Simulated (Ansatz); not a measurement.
**Screening in LaInO3 (Pnma)**

How strongly does LaInO3 (Pnma) screen? Routes: perturbation theory, a sum over states and the RPA step of G0W0.

Method: linear response on r2SCAN, plane waves, PAW, in Ansatz 0.2.0.

## (1) The starting structure

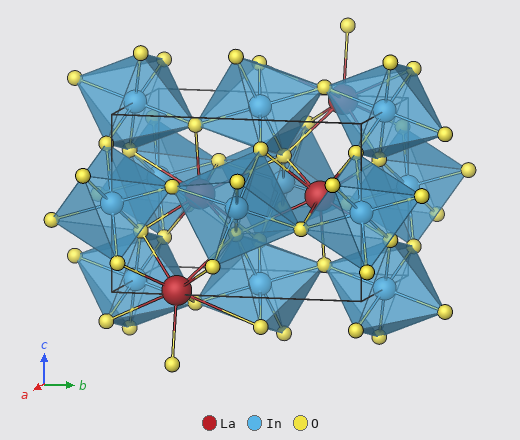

Start, viewed slightly off an axis; lanthanum red, indium blue, oxygen yellow. Some periodic images of atoms are drawn too.

Geometry: measured cell, ions relaxed with r2SCAN. The runs that relaxed it are not among those shown. Spin-orbit coupling is left out unless a step names it. The default PAW set here is soft_2. Its files were made with PBE.

## (2) Response to a homogeneous field

ε∞ sets how strongly the crystal screens. Perturbation theory gives it with local fields and without a sum over empty bands.

This step: dielectric response by perturbation theory, r2SCAN, plane waves, PAW.

input.yaml

```yaml
crystal:
  lattice:
    - [5.9404, 0.0, 0.0]
    - [0.0, 8.2158, 0.0]
    - [0.0, 0.0, 5.7229]
  atoms:
    - { symbol: La, position: [0.9463878522, 0.25, 0.0153056097] }
    - { symbol: La, position: [0.5536121478, 0.75, 0.5153056097] }
    - { symbol: La, position: [0.4463878522, 0.25, 0.4846943903] }
    - { symbol: La, position: [0.0536121478, 0.75, 0.9846943903] }
    - { symbol: In, position: [0.0, 0.0, 0.5] }
    - { symbol: In, position: [0.5, 0.0, 0.0] }
    - { symbol: In, position: [0.5, 0.5, 0.0] }
    - { symbol: In, position: [0.0, 0.5, 0.5] }
    - { symbol: O, position: [0.0443817441, 0.25, 0.6126999622] }
    - { symbol: O, position: [0.4556182559, 0.75, 0.1126999622] }
    - { symbol: O, position: [0.5443817441, 0.25, 0.8873000378] }
    - { symbol: O, position: [0.9556182559, 0.75, 0.3873000378] }
    - { symbol: O, position: [0.1980525852, 0.0593550042, 0.1955759518] }
    - { symbol: O, position: [0.3019474148, 0.9406449958, 0.6955759518] }
    - { symbol: O, position: [0.6980525852, 0.4406449958, 0.3044240482] }
    - { symbol: O, position: [0.8019474148, 0.5593550042, 0.8044240482] }
    - { symbol: O, position: [0.8019474148, 0.9406449958, 0.8044240482] }
    - { symbol: O, position: [0.6980525852, 0.0593550042, 0.3044240482] }
    - { symbol: O, position: [0.3019474148, 0.5593550042, 0.6955759518] }
    - { symbol: O, position: [0.1980525852, 0.4406449958, 0.1955759518] }
kpoints:
  mp_grid: { grid: [4, 4, 4] }
hamiltonian:
  xc: r2scan
scf:
  occupations: { method: fixed }
dielectric: {}
```

Command:

```console
ansatz run input.yaml --threads 24 --pin off --max-ram 82944MiB --backend cuda --events-out ev --progress --plain --runs-dir out --devices 1 --max-vram 78GiB
```

Numbers of over 12 decimals in the logs are rounded to 6 here.

What it wrote:

```text
GPUs: using 1 of 1 available (devices: 1).
Engine: ansatz 0.2.0, aarch64-unknown-linux-gnu
Pseudopotentials: kind: paw
Pseudopotential: La, paw, valence charge 11, recommended cutoff 500 eV (meta_gga), La.paw.azcp
Pseudopotential: In, paw, valence charge 13, recommended cutoff 500 eV (meta_gga), In.paw.azcp
Pseudopotential: O, paw, valence charge 6, recommended cutoff 500 eV (meta_gga), O.paw.azcp
Functional definition: r2SCAN
  parameter k0 = 0.174
  parameter k1 = 0.065
  parameter a1 = 4.9479
  exchange = r2scan_x(k0 = k0, k1 = k1, a1 = a1)
  correlation = r2scan_c
concurrent solve slots: 18 of 24 are kept, ahead of what memory takes: no pass of the eigensolver takes more rounds on 18
[...]
Crystal: 20 atoms, lattice volume = 279.307 Å³
Basis set: ecut = 500 eV, 7101 PW (Γ), exchange–correlation on 192×240×192 points (64 copies of the dense FFT grid, shifted against one another)
Bands: 104, of which v1, the nominal top of the filled ones, is band 84 counted from 1 (83 counted from 0)
Symmetry: 8 space group operations
k-points: 36 of 64 (irreducible under 1 space group operation, time reversal used)
Non-local potential: La, projectors of the file, l = 0: 3, l = 1: 2, l = 2: 2, l = 3: 3
Non-local potential: In, projectors of the file, l = 0: 2, l = 1: 2, l = 2: 2, l = 3: 2
Non-local potential: O, projectors of the file, l = 0: 2, l = 1: 2, l = 2: 1
PAW form: soft (Blöchl's): semilocal exchange-correlation on the pseudo side does not see the compensation charge
PAW frozen core: La, regenerated for the run's functional (the file was generated under x = pbe(κ = 0.804, μ = 0.219515), c = pbe(β = 0.066725))
PAW frozen core: In, regenerated for the run's functional (the file was generated under x = pbe(κ = 0.804, μ = 0.219515), c = pbe(β = 0.066725))
PAW frozen core: O, regenerated for the run's functional (the file was generated under x = pbe(κ = 0.804, μ = 0.219515), c = pbe(β = 0.066725))
PAW one-centre angular grid: La, 974 points (default); XC on 160 Gauss nodes
PAW one-centre angular grid: In, 590 points (default); XC on 289 of its mesh's 2783 points in the sphere
PAW one-centre angular grid: O, 302 points (default); XC on 160 Gauss nodes
Initial density: superposition of atomic densities (neutral atoms: chi_scale 0, normalization atom), corrected by the library's trained network
Initial wavefunctions: pseudopotential atomic-orbital guess
[...]
Functional: x = r2scan, c = r2scan; τ floored in thin density (d = 2e-4 eV/Å³)
SCF iter   1: F=—  HF=-54353.340461 eV  |F-HF|=—  |Δ(HF+E_count)|=         —  Δρ=1.28e-2  dr2=5.28e-1  dr2_τ=7.53e-1  ethr=1.77e-3  ⟨swp⟩=4.6  Hψ=13121  notcnv=0  defer=602
preconditioner: auto → Resta (q_TF=auto, 2.507 Å⁻¹)  ε∞=4.7  [insulator: Δε(μ)=3.625 eV  Ē_g=14.652 eV  n_scr=74 (ndim 8)  ℏωp=28.1 eV  f_vac=0.000  ε∞_Penn≈4.7]
SCF iter   2: F=—  HF=-54353.743829 eV  |F-HF|=—  |Δ(HF+E_count)|=   4.03e-1  Δρ=6.12e-3  dr2=7.12e-2  dr2_τ=1.06e-2  ethr=3.15e-4  ⟨swp⟩=3.5  Hψ=7453  notcnv=0  defer=628
[...]
SCF iter  10: F=-54353.732173 eV  HF=-54353.732173 eV  |F-HF|=1.46e-11  |Δ(HF+E_count)|=  2.91e-11  Δρ=1.07e-7  dr2=2.82e-11  dr2_τ=2.53e-12  ethr=1.00e-12  ⟨swp⟩=11.4  Hψ=17898  notcnv=0
SCF 1 converged in 10 iterations: F = -54353.732173 eV  dr2 = 2.82e-11
  greatest PAW one-centre occupation: 0.991 electrons in one spin orbital (limit 2), on the In atom at site 7 (counted from 0), in its partial waves of l = 2
the response reads at least the filled bands of the reference SCF and the lowest empty band at each k-point, and that SCF's band table does not vouch for those bands. The notice of the band table in this run's record says why
[...]
DFPT response loops at Γ: preconditioner auto → Resta (q_TF=auto, 2.507 Å⁻¹)  ε∞=4.1 (no band partly filled); β = 1.00, the filter's whole step (`scf.mixing.beta` (0.50) is not read by the response loops at its default; to damp them type it under 1.00, their step now; it binds the ground state too); Broyden in place of MSR1
── the response to a field inside a basis, on 6×4×6 k-points: an SCF that follows is theirs, and a resumed run solves both again ──
[...]
SCF 1 converged in 5 iterations: F = -54353.219678 eV  dr2 = 2.66e-8
[...]
SCF converged after 10 iterations
[...]
k-point 35: bands = ["-20.9886", "-20.9886", "-20.9886", "-20.9886", "-8.5143", "-8.5143", "-8.5143", "-8.5143", "-7.7956", "-7.7956", "-7.7956", "-7.7956", "-7.5452", "-7.5452", "-7.5452", "-7.5452", "-4.2947", "-4.2947", "-4.2947", "-4.2947", "-4.0488", "-4.0488", "-4.0488", "-4.0488", "-3.4868", "-3.4868", "-3.4868", "-3.4868", "-2.6691", "-2.6691", "-2.6691", "-2.6691", "-2.6348", "-2.6348", "-2.6348", "-2.6348 [...]
--- Dielectric response (ions clamped): 3 representative field directions + reference, inside a basis on a mesh of 144 k-points (Σ response iterations 18) ---
  ε∞ (high-frequency dielectric tensor):
        4.508580    -0.000000    -0.000000
       -0.000000     4.382052     0.000000
       -0.000000     0.000000     4.525564
  Born effective charges Z* (e; rows j = field, columns β = displacement):
    site 0:
         4.26960    0.00000    0.15324
         0.00000    3.85525    0.00000
         0.33251    0.00000    4.34158
    site 1:
         4.26960    0.00000   -0.15324
        -0.00000    3.85525   -0.00000
        -0.33251    0.00000    4.34158
    site 2:
         4.26960    0.00000   -0.15324
        -0.00000    3.85525   -0.00000
        -0.33251    0.00000    4.34158
    site 3:
         4.26960    0.00000    0.15324
        -0.00000    3.85525    0.00000
         0.33251    0.00000    4.34158
    site 4:
         3.38498    0.13877    0.10037
         0.06830    3.37119   -0.08062
         0.10454   -0.09035    3.34675
    site 5:
         3.38498    0.13877   -0.10037
         0.06830    3.37119    0.08062
        -0.10454    0.09035    3.34675
    site 6:
         3.38498   -0.13877   -0.10037
        -0.06830    3.37119   -0.08062
        -0.10454   -0.09035    3.34675
    site 7:
         3.38498   -0.13877    0.10037
        -0.06830    3.37119    0.08062
         0.10454    0.09035    3.34675
    site 8:
        -2.30542    0.00000    0.45048
        -0.00000   -2.53506    0.00000
         0.46471    0.00000   -2.77904
    site 9:
        -2.30542    0.00000   -0.45048
        -0.00000   -2.53506   -0.00000
        -0.46471   -0.00000   -2.77904
    site 10:
        -2.30542    0.00000   -0.45048
        -0.00000   -2.53506   -0.00000
        -0.46471   -0.00000   -2.77904
    site 11:
        -2.30542    0.00000    0.45048
        -0.00000   -2.53506   -0.00000
         0.46471    0.00000   -2.77904
    site 12:
        -2.67458    0.19516    0.04922
[...]
site 13:
[...]
site 14:
[...]
site 15:
[...]
site 16:
        -2.67458    0.19516    0.04922
         0.27226   -2.34569    0.00186
         0.02471    0.00357   -2.45465
    site 17:
        -2.67458    0.19516   -0.04922
         0.27226   -2.34569   -0.00186
        -0.02471   -0.00357   -2.45465
    site 18:
        -2.67458   -0.19516   -0.04922
        -0.27226   -2.34569    0.00186
        -0.02471    0.00357   -2.45465
    site 19:
        -2.67458   -0.19516    0.04922
        -0.27226   -2.34569   -0.00186
         0.02471   -0.00357   -2.45465
  Z* charge neutrality: 1.411e-2 e pre-enforcement
  solved inside a basis spanned on kpoints, on 6×4×6 k-points, taken by the longest dipole's decay: ε∞ is read to err by 2.2e-2, Z* by 8.0e-2 e (field_mesh: kpoints solves on kpoints); Z* is corrected for what the basis lacks
```

The job ended after 32 s (1 × NVIDIA GB200 (shared by 2 runs) with 24 threads of Arm Neoverse V2, shared host; peak memory 7.3 GiB; 5.6 min of CPU time).

Reading the cycles: dr2 is the Hartree energy of the density residual (eV), the measure of convergence; HF is the Harris–Foulkes estimate of the energy, which meets the free energy F at convergence.

This step gave:

```
stated error of ε∞ : 0.022
```

One over ε∞ averages 0.22, near the quarter of exact exchange in PBE0.

High-frequency dielectric tensor:

```
4.51 0.00 0.00
0.00 4.38 0.00
0.00 0.00 4.53
```

Born effective charge (e), principal values of the symmetric part by kind of site:

| atom | atoms with these values | low | middle | high | mean |
| --- | --- | --- | --- | --- | --- |
| La1 | 4 | 3.86 | 4.06 | 4.55 | 4.16 |
| In5 | 4 | 3.17 | 3.44 | 3.49 | 3.37 |
| O9 | 4 | -3.06 | -2.54 | -2.03 | -2.54 |
| O13 | 8 | -2.80 | -2.45 | -2.22 | -2.49 |

In full for La1:

```
4.27 0.00 0.15
0.00 3.86 0.00
0.33 0.00 4.34
```

## (3) Independent-particle spectrum

The independent-particle spectrum shows where the oscillator strength lies, before excitons and local fields.

This step: independent-particle optics on r2SCAN, plane waves, PAW.

Edit input.yaml of step 2 so:

```diff
@@ -32,2 +32,4 @@
   occupations: { method: fixed }
-dielectric: {}
+  n_extra_bands: 191
+output:
+  optics: { e_range: [0, 25], de: 0.1, sigma: 0.2 }
```

What it wrote:

```text
[...]
GPUs: using 1 of 1 available (devices: 1).
[...]
Crystal: 20 atoms, lattice volume = 279.307 Å³
Basis set: ecut = 500 eV, 7101 PW (Γ), exchange–correlation on 180×240×180 points (64 copies of the dense FFT grid, shifted against one another)
Bands: 275, of which v1, the nominal top of the filled ones, is band 84 counted from 1 (83 counted from 0)
[... 1 set-up line as in the run before ...]
[...]
k-points: 27 of 64
[...]
SCF iter   1: F=—  HF=-54353.339672 eV  |F-HF|=—  |Δ(HF+E_count)|=         —  Δρ=1.28e-2  dr2=5.29e-1  dr2_τ=7.53e-1  ethr=1.77e-3  ⟨swp⟩=4.5  Hψ=25436  notcnv=0  defer=4983
[...]
SCF iter   6: F=—  HF=-54353.731825 eV  |F-HF|=—  |Δ(HF+E_count)|=   2.15e-5  Δρ=6.28e-5  dr2=7.11e-6  dr2_τ=8.49e-7  ethr=1.44e-7  ⟨swp⟩=2.0  Hψ=4676  notcnv=0  defer=4937
[...]
SCF iter   8: F=—  HF=-54353.732172 eV  |F-HF|=—  |Δ(HF+E_count)|=   5.93e-8  Δρ=2.63e-6  dr2=1.03e-8  dr2_τ=1.47e-9  ethr=5.32e-10  ⟨swp⟩=2.0  Hψ=3855  notcnv=0  defer=4913
SCF iter   9: F=—  HF=-54353.732172 eV  |F-HF|=—  |Δ(HF+E_count)|=   1.04e-8  Δρ=3.76e-7  dr2=2.76e-10  dr2_τ=2.29e-11  ethr=6.12e-12  ⟨swp⟩=2.0  Hψ=4707  notcnv=0  defer=4913
[...]
SCF 1 converged in 10 iterations: F = -54353.732172 eV  dr2 = 9.35e-12
[...]
SCF converged after 10 iterations
[...]
```

Wall time 23 s (1 × NVIDIA GB200 (shared by 2 runs) with 24 threads); peak memory 9 GiB.

This step gave:

| Item | Value |
| --- | --- |
| ε∞ without local fields (xx, yy, zz) | 4.490, 4.375, 4.514 |
| electrons in the f-sum (xx, yy, zz) | 126.7, 126.9, 127.0 |
| bands in the explicit sum (the static value is completed to all bands) | 275 |

The sum gives ε∞ = 4.49, 4.38 and 4.51 without local fields.

The ε₂ has structure finer than the step of the table below, so its rows give means over 2 eV, whole bins alone (the curve runs from 0 to 25 eV). Peaks (eV: height): xx 7.3: 6.14, 21.2: 2.54; yy 7.6: 5.63, 9.3: 5.18, 21.1: 3.10; zz 7.5: 6.79, 19.7: 2.40, 22.8: 2.04.

Independent particles, no local fields, Gaussian width 0.2 eV. The ε₂ by photon energy; means over each step:

| photon energy (eV) | xx | yy | zz |
| --- | --- | --- | --- |
| 2 | 0 | 0 | 0 |
| 4 | 0.425 | 0.493 | 0.452 |
| 6 | 4.04 | 3.76 | 3.99 |
| 8 | 5.41 | 4.62 | 5.56 |
| 10 | 3.83 | 4.17 | 3.97 |
| 12 | 2.05 | 1.93 | 1.94 |
| 14 | 1.65 | 1.64 | 1.55 |
| 16 | 1.46 | 1.29 | 1.49 |
| 18 | 1.50 | 1.53 | 1.64 |
| 20 | 2.13 | 2.41 | 2.15 |
| 22 | 2.06 | 2.41 | 1.84 |
| 24 | 1.10 | 0.929 | 1.22 |

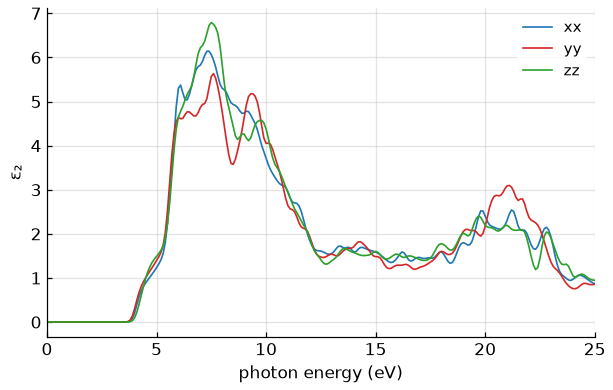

ε₂ against photon energy.

The loss function has structure finer than the step of the table below, so its rows give means over 2 eV, whole bins alone (the curve runs from 0 to 25 eV). Peaks (eV: height): xx 12.2: 0.592; yy 12.3: 0.621, 24.2: 1.29; zz 12.6: 0.682, 22.3: 0.831.

Independent particles, no local fields, Gaussian width 0.2 eV. Loss function against photon energy; means over each step:

| photon energy (eV) | xx | yy | zz |
| --- | --- | --- | --- |
| 2 | 0 | 0 | 0 |
| 4 | 0.0101 | 0.0125 | 0.0101 |
| 6 | 0.0639 | 0.0736 | 0.0615 |
| 8 | 0.155 | 0.161 | 0.163 |
| 10 | 0.265 | 0.240 | 0.248 |
| 12 | 0.486 | 0.501 | 0.521 |
| 14 | 0.477 | 0.462 | 0.476 |
| 16 | 0.473 | 0.463 | 0.450 |
| 18 | 0.402 | 0.321 | 0.376 |
| 20 | 0.371 | 0.307 | 0.399 |
| 22 | 0.485 | 0.398 | 0.546 |
| 24 | 0.900 | 1.00 | 0.837 |

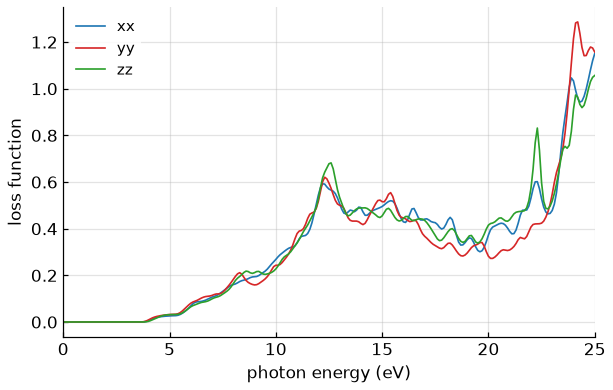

Loss function against photon energy.

Independent particles, no local fields, Gaussian width 0.2 eV. The ε₁ by photon energy:

| photon energy (eV) | xx | yy | zz |
| --- | --- | --- | --- |
| 0 | 4.41 | 4.30 | 4.44 |
| 2 | 4.64 | 4.52 | 4.67 |
| 4 | 6.08 | 5.99 | 6.07 |
| 6 | 6.98 | 6.02 | 7.05 |
| 8 | 2.23 | 1.85 | 1.22 |
| 10 | 0.223 | 0.498 | 0.299 |
| 12 | -0.00199 | 0.107 | -0.128 |
| 14 | 0.845 | 1.06 | 0.862 |
| 16 | 1.13 | 1.11 | 1.05 |
| 18 | 1.13 | 1.52 | 1.26 |
| 20 | 0.816 | 1.73 | 0.681 |
| 22 | -0.0989 | -0.445 | -0.273 |
| 24 | -0.0421 | -0.223 | -0.214 |

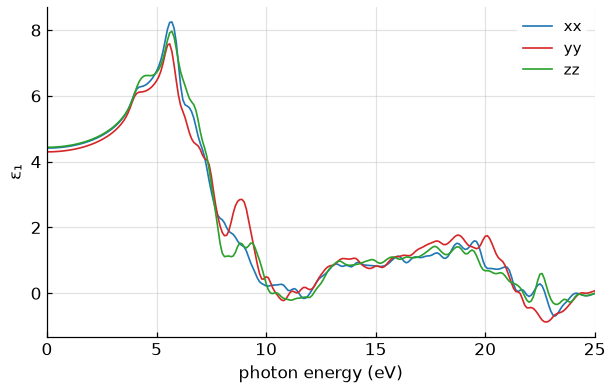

ε₁ against photon energy.

## (4) RPA screening from the G0W0 run

G0W0 replaces the xc potential by the self-energy, built once from these orbitals. Only a window of levels is corrected, while the sums run over the empty bands that the input names.

This step: G0W0 on r2SCAN, plane waves, PAW.

Edit input.yaml of step 3 so:

```diff
@@ -27,3 +27,3 @@
 kpoints:
-  mp_grid: { grid: [4, 4, 4] }
+  mp_grid: { grid: [2, 2, 2] }
 hamiltonian:
@@ -32,4 +32,7 @@
   occupations: { method: fixed }
-  n_extra_bands: 191
-output:
-  optics: { e_range: [0, 25], de: 0.1, sigma: 0.2 }
+gw:
+  n_empty_bands: 940
+  ecut_chi: 130.0
+  qp_bands: [v4, c4]
+  qp_kpoints: band_edges
+  screening: { model: contour_deformation }
```

What it wrote:

```text
GPUs: using 1 of 1 available (devices: 1).
[...]
Crystal: 20 atoms, lattice volume = 279.307 Å³
Basis set: ecut = 500 eV, 7101 PW (Γ), exchange–correlation on 180×240×180 points (64 copies of the dense FFT grid, shifted against one another)
Bands: 104, of which v1, the nominal top of the filled ones, is band 84 counted from 1 (83 counted from 0)
[... 1 set-up line as in the run before ...]
[...]
k-points: 8
[...]
7    83      9.5253   -26.4278     4.2896   -21.7868  0.7664     9.1725     9.1740  root
     7    84      9.5253   -26.4278     4.2896   -21.7868  0.7664     9.1725     9.1740  root
     7    85     15.2342   -18.9714    -8.8072   -31.2932  0.7509    19.1792    18.7487  root ?
     7    86     15.2342   -18.9714    -8.8072   -31.2932  0.7509    19.1792    18.7487  root ?
     7    87     15.2342   -18.9714    -8.8072   -31.2932  0.7509    19.1792    18.7487  root ?
     7    88     15.2342   -18.9714    -8.8072   -31.2932  0.7509    19.1792    18.7487  root ?
[key lines of the parts left out:]
SCF converged after 8 iterations
```

Run time: 18 s. Hardware: 1 × NVIDIA GB200 (shared by 2 runs) with 24 threads; peak memory 4.3 GiB.

Numbers from this step:

| Quantity | Value |
| --- | --- |
| bands summed | 1024 |
| RPA ε∞ on this mesh (eigenvalues) | 4.120, 4.235, 4.342 |
| plane waves in the screening matrix | 951 |
| G0W0 gap on the mesh | 4.528 eV |
| k of the valence top | 0, 0, 0 |
| k of the conduction bottom | 0, 0, 0 |
| starting gap on the mesh | 3.554 eV |
| least direct G0W0 gap on the computed points | 4.528 eV |

The gap on the mesh goes from 3.55 eV to 4.53 eV, a correction of +0.97 eV. Between the two edge states, bare exchange in place of the xc potential would open the gap by 8.58 eV, and correlation takes back 7.60 eV.

Mean over the mesh in bins of 0.25 1/Å. The static inverse dielectric function, diagonal by length of q+G:

| length of q+G (Å⁻¹) | static inverse dielectric function, diagonal |
| --- | --- |
| 0.49 | 0.280 |
| 0.76 | 0.331 |
| 1.04 | 0.393 |
| 1.25 | 0.444 |
| 1.50 | 0.502 |
| 1.72 | 0.553 |
| 1.99 | 0.612 |
| 2.26 | 0.664 |
| 2.49 | 0.706 |
| 2.76 | 0.748 |
| 3.00 | 0.781 |
| 3.25 | 0.810 |
| 3.51 | 0.835 |
| 3.76 | 0.857 |
| 3.99 | 0.875 |
| 4.25 | 0.893 |
| 4.50 | 0.908 |
| 4.74 | 0.921 |
| 5.00 | 0.934 |
| 5.25 | 0.945 |
| 5.49 | 0.955 |
| 5.74 | 0.963 |

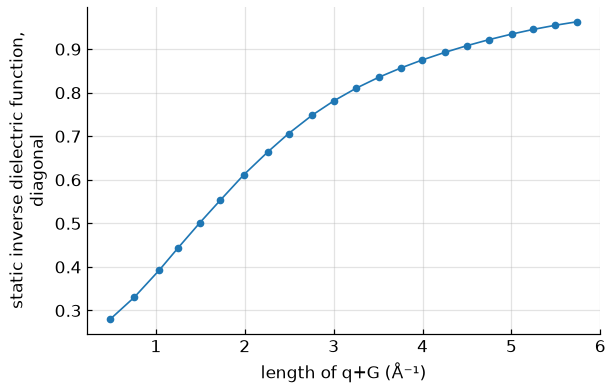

Static inverse dielectric function, diagonal against length of q+G.

## (5) The values together

Times are wall times on 1 × NVIDIA GB200 (shared by 2 runs) with 24 threads of Arm Neoverse V2, shared host, good to a factor of about two.

| method | mesh | ε∞, low | middle | high | mean | time |
| --- | --- | --- | --- | --- | --- | --- |
| perturbation theory (local fields and xc kernel) | 4×4×4 (response on 144 points) | 4.38 | 4.51 | 4.53 | 4.47 | 32 s |
| sum over states (no local fields) | 4×4×4 | 4.38 | 4.49 | 4.51 | 4.46 | 23 s |
| RPA with local fields, on the GW mesh | 2×2×2 | 4.12 | 4.23 | 4.34 | 4.23 | 18 s |

## (6) Summary of results

| Item | Value |
| --- | --- |
| perturbation theory (local fields and xc kernel) | 4.38, 4.51, 4.53 |
| sum over states (no local fields) | 4.38, 4.49, 4.51 |
| RPA with local fields, on the GW mesh | 4.12, 4.23, 4.34 |

**Reading.** Mean Born effective charge: La1 4.16, In5 3.37, O9 -2.54, O13 -2.49 e. Distinct peaks of the ε₂ (xx) stand at 7.3 and 21.2 eV; the one at 7.3 eV is strongest. The loss function (xx) has a distinct peak at 12.2 eV. The sum without local fields gives 4.46 in the mean against 4.47 by perturbation theory. The RPA values on the 2×2×2 mesh average 0.95 times those of perturbation theory (means 4.23 and 4.47). Without the xc kernel RPA should lie a little lower, as the mean does. r2SCAN usually puts the gap too low, which tends to raise ε∞. Ions are clamped, so the lattice part of the static constant is not in these numbers.

[Paths, hosts, dates, memory and timing lines, banners, echoed tables and standing remarks are left out of the program output.]

[Logs are printed without paths, hosts, clocks, repeated set-up lines and the standing remarks that a program may print on its own settings, such as how far it seeks lower states.]

[Runs of the session that timed out or met a known fault of the program may be left out.]

[Cells called generated may have been cut or substituted from an entry of the Crystallography Open Database or the Materials Project.]

[Hosts, paths, dates, database ids (printed as entryN), source tags and the programs' standing remarks are cut or masked in the printed files.]
